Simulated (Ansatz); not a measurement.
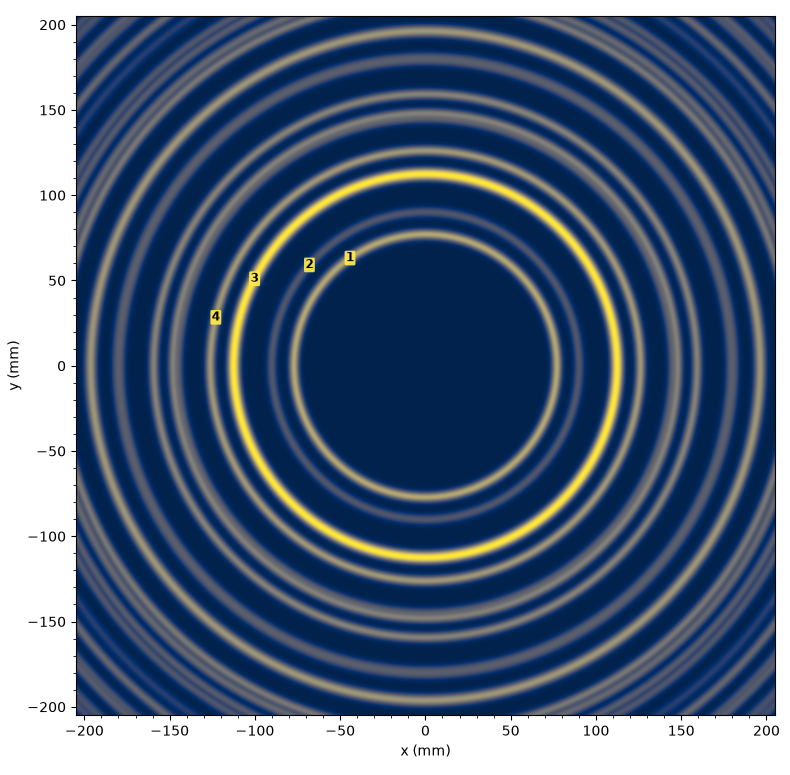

Simulated X-ray powder rings on a flat area detector normal to the beam: λ = 0.1665 Å, sample-to-detector distance 1440 mm, axes in mm from the beam centre, beam polarised horizontally, for a mixture of two phases. Kinematic intensities with B = 1.0 Å² for all atoms, without absorption; brightness goes as intensity to the power 0.4, clipped at the top. Reflections closer than the ring width show as one ring.

Phase I: Ru (Fd-3m), a = 5.392 Å, b = 5.392 Å, c = 5.392 Å, α = 90.00°, β = 90.00°, γ = 90.00°; the input geometry of an electronic-structure calculation (not necessarily at equilibrium); the starting structure was generated, so it need not be a known form of this composition.
Phase II: Ru (P6/mmm), a = 4.239 Å, b = 4.239 Å, c = 2.664 Å, α = 90.00°, β = 90.00°, γ = 120.00°; the input geometry of an electronic-structure calculation (not necessarily at equilibrium); the starting structure was generated, so it need not be a known form of this composition.
Volume fractions 0.4 and 0.6.

Question: Assign each numbered ring to its phase and index it.

Answer:
| ring | radius | d (Å) | phase | hkl |
| --- | --- | --- | --- | --- |
| 1 | 77.1 mm | 3.11 | I | 111 |
| 2 | 90.1 mm | 2.66 | II | 001 |
| 3 | 112.4 mm | 2.16 + 2.12 | II | 101 + 110 |
| 4 | 126.1 mm | 1.906 | I | 220 |
